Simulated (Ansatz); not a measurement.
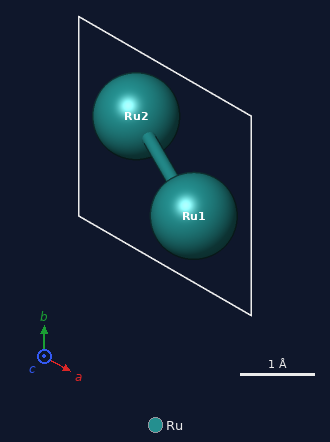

**Figure 1.** The structure of run A (ball-and-stick view of the cell of the calculation, along the c axis; atoms are numbered from 1 in the order of the input). Near neighbours in the crystal (not all of them lie inside the picture): Ru has 12 Ru at 2.65 to 2.71 Å.

# Two runs on Ru

System: Ru (P6₃/mmc, 2 atoms in the cell).
Method of run A: Kohn-Sham DFT of a periodic cell, revPBE, all-electron LAPW, scalar-relativistic, no spin polarisation (Ansatz 0.2.0).

The structure derives from an entry of the Crystallography Open Database. Text and figures count atoms from 1; the logs count them from 0 in places.

## Input file, run A
```yaml
crystal:
  lattice:
    - [2.7058, 0.0, 0.0]
    - [-1.3529, 2.3432915376, 0.0]
    - [0.0, 0.0, 4.2819]
  atoms:
    - { symbol: Ru, position: [0.6666666667, 0.3333333333, 0.75] }
    - { symbol: Ru, position: [0.3333333333, 0.6666666667, 0.25] }
kpoints:
  mp_grid: { grid: [11, 11, 6] }
scf:
  occupations: { method: fermi_dirac, width: 0.05 }
hamiltonian:
  xc: revpbe
  pseudopotentials: { kind: all_electron, lapw: { basis_error: 0.001 } }
output:
  forces: true
  stress: true
relax:
  f_tol: 0.02
  max_steps: 60
  cell: {}
```

Launched with:
```bash
ansatz run input.yaml --threads 1 --pin off --max-ram 3072MiB --backend cpu --events-out ev --progress --plain --runs-dir out
```

Hardware: 1 thread of Intel Xeon @ 2.50GHz (Skylake/Cascade Lake), 16 GiB of memory available, shared host.

## Output, shortened to warnings, some set-up lines, iterations and results (run A)
```
Basis set: ecut = 300.1234702265 eV, 313 PW (Γ), exchange–correlation at level 2
Symmetry: 24 space group operations
k-points: 64 of 726
Initial density: superposition of atomic densities (chi_scale 0.1, normalization cell)
[...]
SCF iter   1: F=—  HF=-246601.900593 eV  |F-HF|=—  |Δ(HF+E_count)|=         —  Δρ=5.77e-2  dr2=4.85e-1  ethr=7.56e-4  ⟨swp⟩=2.3  Hψ=15223  notcnv=0
SCF iter   2: F=—  HF=-246600.760373 eV  |F-HF|=—  |Δ(HF+E_count)|=    1.14e0  Δρ=1.57e-2  dr2=4.81e-2  ethr=7.52e-5  ⟨swp⟩=2.0  Hψ=12836  notcnv=0
SCF iter   3: F=—  HF=-246600.733410 eV  |F-HF|=—  |Δ(HF+E_count)|=   2.70e-2  Δρ=1.38e-2  dr2=3.91e-2  ethr=7.52e-5  ⟨swp⟩=2.0  Hψ=7236  notcnv=0
SCF iter   4: F=—  HF=-246600.731602 eV  |F-HF|=—  |Δ(HF+E_count)|=   1.81e-3  Δρ=7.19e-3  dr2=1.19e-2  ethr=6.11e-5  ⟨swp⟩=2.0  Hψ=6397  notcnv=0  defer=1
SCF iter   5: F=—  HF=-246600.730275 eV  |F-HF|=—  |Δ(HF+E_count)|=   1.33e-3  Δρ=2.01e-3  dr2=1.08e-3  ethr=1.87e-5  ⟨swp⟩=2.0  Hψ=7179  notcnv=0
[... 25 lines ...]
relax step   4: F+E_penalty+E_count = -246600.74575021 eV  Δ(F+E_penalty+E_count) = -3.506e-5 eV  max|allowed force component| = 1.087e-16 eV/Å  Δτ_max = 0.0000 Å  P = +0.018 …
SCF iter   1: F=—  HF=-246600.745750 eV  |F-HF|=—  |Δ(HF+E_count)|=         —  Δρ=4.43e-6  dr2=6.03e-9  ethr=1.54e-11 (applied; sched 4.14e-12)  ⟨swp⟩=7.7  Hψ=17399  notcnv=0 …
SCF iter   2: F=-246600.745750 eV  HF=-246600.745750 eV  |F-HF|=5.82e-11  |Δ(HF+E_count)|=   1.99e-7  Δρ=3.20e-6  dr2=3.19e-9  ethr=1.11e-11 (applied; sched 4.14e-12)  …
SCF 5 converged in 2 iterations: F = -246600.745750 eV  dr2 = 3.19e-9
relax step   5: F+E_penalty+E_count = -246600.74575015 eV  Δ(F+E_penalty+E_count) = +6.956e-8 eV  max|allowed force component| = 1.110e-16 eV/Å  Δτ_max = 0.0000 Å  P = +0.018 …
basis re-selected at this cell: Δ(F+E_penalty+E_count) = +6.956e-8 eV, ΔP = -0.000 GPa vs the last step (what re-selecting the basis moved, after the strain that the cell walked since its last selection, with what the two solves' SCF thresholds leave and, on support functions, any second-order …
SCF converged after 2 iterations
Free energy (F): -246600.745750 eV
Harris-Foulkes:  -246600.745750 eV  (|F-HF|=5.82e-11)
Internal energy: -246600.728361 eV  (E = F + TS)
E sigma→0 (E₀):  -246600.737055 eV
Entropy (-TS):   -0.017390 eV (-8.695 meV/atom)
Fermi energy:    25.018911 eV
--- Per-component energies (eV) ---
  E_band       = -9971.167845
  E_kinetic    = 256435.457018
  E_xc         = -7293.044823
  E_electrostatic = -495743.140556  (all electrons and nuclei)
  E_smearing   = -0.017390  (= −TS)
  E_closure    = 0.000000  (closes the sum)
  E_atoms      = -246583.282511  (free atoms, spherical and without spin; not in F)
  Σ components = -246600.745750   (vs F -246600.745750, Δ=0.00e0)
  Basis errors (estimates in eV, not in F): energy 2.2e-4 per atom: plane waves 2.1e-4 (1.1e-4 summed), levels above the bands 3.0e-101, relativity 4.9e-8, radial functions 1.1e-5, core shells 9.5e-8; eigenvalues (radial functions only) 2.1e-6; not estimated: angular momenta, meshes, grids; target …
--- Forces (eV/Å), atoms counted from 1 ---
  atom   1  Ru     0.00000000     0.00000000     0.00000000
  atom   2  Ru    -0.00000000    -0.00000000     0.00000000
  max |Σ_I F_I| component: 9.25e-18 eV/Å
--- Stress (GPa, compression-positive) ---
        0.016915      -0.000000       0.000000
        0.000000       0.016915      -0.000000
        0.000000      -0.000000       0.019832
  P = ⅓ Tr σ = 0.0179 GPa (0.179 kbar)
--- Relaxed structure (4 steps of the walk, 4 accepted, 1 SCFs on fresh bases) ---
  F+E_penalty+E_count = -246600.74575015 eV   max|allowed force component| = 1.110e-16 eV/Å   (the final SCF, on the basis selected at the relaxed cell)
  cell:  # Å, volume = 27.8105 Å³
    - [2.7286198724783133, -9.2473095062132e-34, 1.0403223194489849e-33]
    - [-1.3643099362391566, 2.3630541268372744, 6.818790959477073e-19]
    - [1.6462991128725426e-33, 1.2459986536518832e-18, 4.313125541067576]
  atoms:
    - { symbol: Ru, position: [0.6666666666666666, 0.3333333333333334, 0.75] }
[...]
```

The input of run B differs as follows (lines with − go, lines with + come):
```diff
-  xc: revpbe
+  xc: rpbe
-  f_tol: 0.02
+  f_tol: 0.01
```

What does this change do to the results?

The total energies belong to different methods, so their difference says nothing on which is more stable or more accurate. The volume per atom goes from 13.91 to 13.96 Å³. The functional changes from revPBE to RPBE. The number of SCF iterations is the same.

## Output, shortened to warnings, some set-up lines, iterations and results (run B)
```
Basis set: ecut = 300.222634868132 eV, 313 PW (Γ), exchange–correlation at level 2
Symmetry: 24 space group operations
k-points: 64 of 726
Initial density: superposition of atomic densities (chi_scale 0.1, normalization cell)
[...]
SCF iter   1: F=—  HF=-246606.104586 eV  |F-HF|=—  |Δ(HF+E_count)|=         —  Δρ=5.80e-2  dr2=4.91e-1  ethr=7.66e-4  ⟨swp⟩=2.3  Hψ=15226  notcnv=0
SCF iter   2: F=—  HF=-246604.961430 eV  |F-HF|=—  |Δ(HF+E_count)|=    1.14e0  Δρ=1.59e-2  dr2=4.98e-2  ethr=7.66e-4  ⟨swp⟩=2.7  Hψ=7755  notcnv=0
SCF iter   3: F=—  HF=-246604.935553 eV  |F-HF|=—  |Δ(HF+E_count)|=   2.59e-2  Δρ=1.40e-2  dr2=4.00e-2  ethr=7.77e-5  ⟨swp⟩=2.0  Hψ=7276  notcnv=0
SCF iter   4: F=—  HF=-246604.934041 eV  |F-HF|=—  |Δ(HF+E_count)|=   1.51e-3  Δρ=7.26e-3  dr2=1.22e-2  ethr=6.25e-5  ⟨swp⟩=2.0  Hψ=6839  notcnv=0
SCF iter   5: F=—  HF=-246604.932751 eV  |F-HF|=—  |Δ(HF+E_count)|=   1.29e-3  Δρ=2.02e-3  dr2=1.10e-3  ethr=1.72e-6  ⟨swp⟩=2.0  Hψ=12306  notcnv=0
[... 25 lines ...]
relax step   4: F+E_penalty+E_count = -246604.95376386 eV  Δ(F+E_penalty+E_count) = -6.301e-5 eV  max|allowed force component| = 3.932e-17 eV/Å  Δτ_max = 0.0000 Å  P = +0.028 …
SCF iter   1: F=—  HF=-246604.953764 eV  |F-HF|=—  |Δ(HF+E_count)|=         —  Δρ=1.81e-5  dr2=9.15e-8  ethr=7.89e-11  ⟨swp⟩=7.2  Hψ=16283  notcnv=0  reapply=1
SCF iter   2: F=-246604.953764 eV  HF=-246604.953764 eV  |F-HF|=1.24e-8  |Δ(HF+E_count)|=   2.22e-7  Δρ=1.27e-5  dr2=4.69e-8  ethr=7.89e-11  ⟨swp⟩=2.2  Hψ=7267  notcnv=0
SCF 5 converged in 2 iterations: F = -246604.953764 eV  dr2 = 4.69e-8
relax step   5: F+E_penalty+E_count = -246604.95376386 eV  Δ(F+E_penalty+E_count) = +1.426e-9 eV  max|allowed force component| = 3.701e-17 eV/Å  Δτ_max = 0.0000 Å  P = +0.027 …
basis re-selected at this cell: Δ(F+E_penalty+E_count) = +1.426e-9 eV, ΔP = -0.000 GPa vs the last step (what re-selecting the basis moved, after the strain that the cell walked since its last selection, with what the two solves' SCF thresholds leave and, on support functions, any second-order …
SCF converged after 2 iterations
Free energy (F): -246604.953764 eV
Harris-Foulkes:  -246604.953764 eV  (|F-HF|=1.24e-8)
Internal energy: -246604.936279 eV  (E = F + TS)
E sigma→0 (E₀):  -246604.945021 eV
Entropy (-TS):   -0.017485 eV (-8.743 meV/atom)
Fermi energy:    24.917775 eV
--- Per-component energies (eV) ---
  E_band       = -9977.153248
  E_kinetic    = 256440.273197
  E_xc         = -7297.249471
  E_electrostatic = -495747.960005  (all electrons and nuclei)
  E_smearing   = -0.017485  (= −TS)
  E_closure    = 0.000000  (closes the sum)
  E_atoms      = -246587.764437  (free atoms, spherical and without spin; not in F)
  Σ components = -246604.953764   (vs F -246604.953764, Δ=0.00e0)
  Basis errors (estimates in eV, not in F): energy 2.2e-4 per atom: plane waves 2.1e-4 (1.1e-4 summed), levels above the bands 6.0e-101, relativity 8.4e-8, radial functions 1.1e-5, core shells 9.1e-8; eigenvalues (radial functions only) 2.1e-6; not estimated: angular momenta, meshes, grids; target …
--- Forces (eV/Å), atoms counted from 1 ---
  atom   1  Ru     0.00000000    -0.00000000    -0.00000000
  atom   2  Ru     0.00000000     0.00000000     0.00000000
  max |Σ_I F_I| component: 2.78e-17 eV/Å
--- Stress (GPa, compression-positive) ---
        0.025581       0.000000       0.000000
        0.000000       0.025581       0.000000
        0.000000       0.000000       0.031297
  P = ⅓ Tr σ = 0.0275 GPa (0.275 kbar)
--- Relaxed structure (4 steps of the walk, 4 accepted, 1 SCFs on fresh bases) ---
  F+E_penalty+E_count = -246604.95376386 eV   max|allowed force component| = 3.701e-17 eV/Å   (the final SCF, on the basis selected at the relaxed cell)
  cell:  # Å, volume = 27.9237 Å³
    - [2.7323864226573, -2.3118273765533e-34, 9.2473095062132e-34]
    - [-1.36619321132865, 2.3663160549769056, 7.991948794589827e-19]
    - [1.4633769892200381e-33, 1.4603699537487188e-18, 4.318750325169009]
  atoms:
    - { symbol: Ru, position: [0.6666666666666665, 0.33333333333333337, 0.75] }
[...]
```

## The two runs side by side

| quantity | run A | run B |
| --- | --- | --- |
| outcome | converged | converged |
| free energy per atom (eV) | −123300.3729 | −123302.4769 |
| energy per atom, smearing taken to zero (eV) | −123300.3685 | −123302.4725 |
| pressure (GPa) | 0.02 | 0.03 |
| volume per atom (Å³) | 13.91 | 13.96 |
| largest force (eV/Å) | 0.000 | 0.000 |
| SCF iterations | 25 | 25 |
| irreducible k-points | 64 | 64 |
| wall time (shared host) | 77 s | 75 s |
